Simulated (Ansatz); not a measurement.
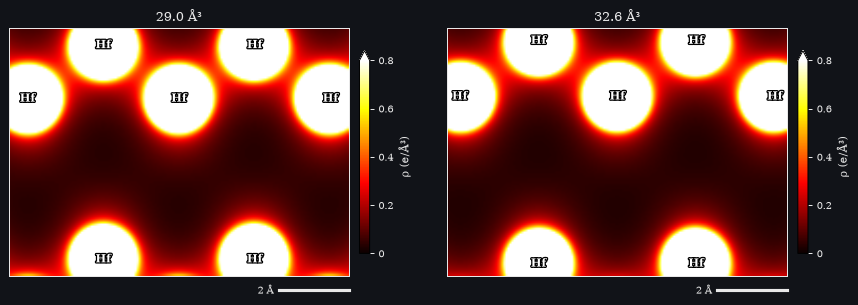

Hf. The valence pseudo-density of cells scaled evenly to different volumes (given per atom above each panel), on the (101̄) plane of each (indices in the axes of the cell below), at one length scale and on one colour scale.

A generated structure, not necessarily the stable one.

The calculation used Ansatz, DFT, LDA (PW92), plane waves (420 eV) with PAW, scalar-relativistic.

In a PAW calculation such maps are meaningful between the atoms, not at the nuclei.

The largest cell:

```
Hf
1.0
     0.00000    3.19373    3.19373
     3.19373    0.00000    3.19373
     3.19373    3.19373    0.00000
Hf
2
Direct
  0.12500 0.12500 0.12500
  0.87500 0.87500 0.87500
```

| volume (Å³/atom) | Hf–Hf contact in the plane (Å) | ρ at its midpoint (e/Å³) | 
| --- | --- | --- |
| 28.96 | 2.659 | 0.361 | 
| 30.16 | 2.696 | ? | 
| 32.58 | 2.766 | 0.321 | 

### Estimate the missing row, and compare with the calculation.

Over the known rows ln ρ falls by 1.10 per Å of Hf–Hf distance (the line through the two), which gives 0.347 e/Å³ at 2.696 Å; the calculation gives 0.346 e/Å³.
